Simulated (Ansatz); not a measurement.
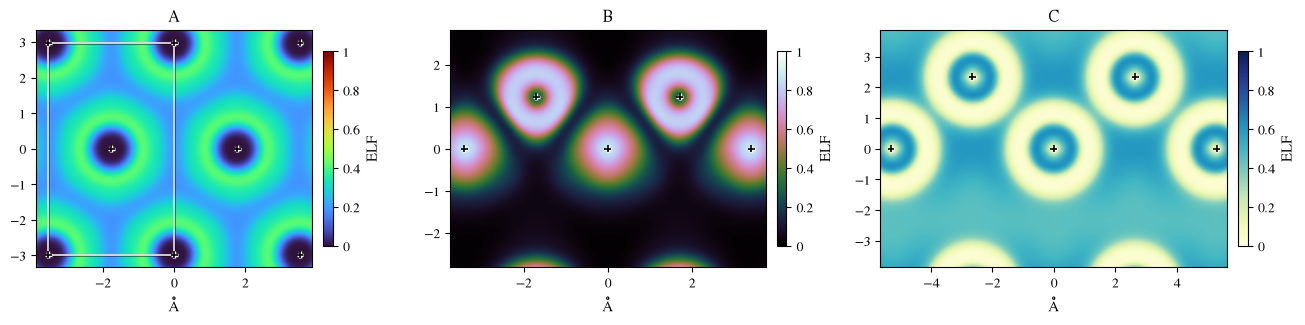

The ELF of 3 systems, each on a plane through atoms (crosses mark nuclei in the plane).

The calculation used Ansatz 0.2.0, DFT PBEsol, scalar-relativistic, plane waves, PAW.

System 1: Pb, the (101) plane of the conventional cell. Space group I4/mmm.

```
Pb
1.0
     2.50364   -2.50364    0.00000
     2.50364    2.50364    0.00000
     0.00000    0.00000    4.80698
Pb
2
Cartesian
  0.0000 0.0000 0.0000
  2.5036 0.0000 2.4035
```

System 2: Na, the (110) plane of the conventional cell. Space group P6₃/mmc.

System 3: AgO, the (100) plane of the conventional cell. Space group I-4m2; changed on purpose from its base cell (strain +0.000 along x and y, +0.025 along z, atoms carried along); computed pressure about 7 GPa in this cell; computed without spin polarisation.

```
Ag O
1.0
     2.40800    2.40800    0.00000
    -2.40800    2.40800    0.00000
     0.00000    0.00000    4.93640
Ag O
2 2
Direct
  0.00000 0.00000 0.00000
  0.50000 0.50000 0.50000
  0.00000 0.50000 0.25000
  0.50000 0.00000 0.75000
```

**Which map belongs to which system?**

Panel A is system 1, Pb: the plane holds Pb. Pb–Pb (3.47 Å): the ELF is about 0.20 at the midpoint (no localised pair shows between them). Panel B is system 3, AgO: the plane holds Ag and O. Ag–O (2.10 Å): the ELF peaks at about 0.80 in the valence shell of O, 0.6 Å from its nucleus, and drops to about 0.15 between the two atoms: no localised pair shows between them. Panel C is system 2, Na: the plane holds Na. Na–Na (3.54 Å): the ELF is about 0.40 at the midpoint.
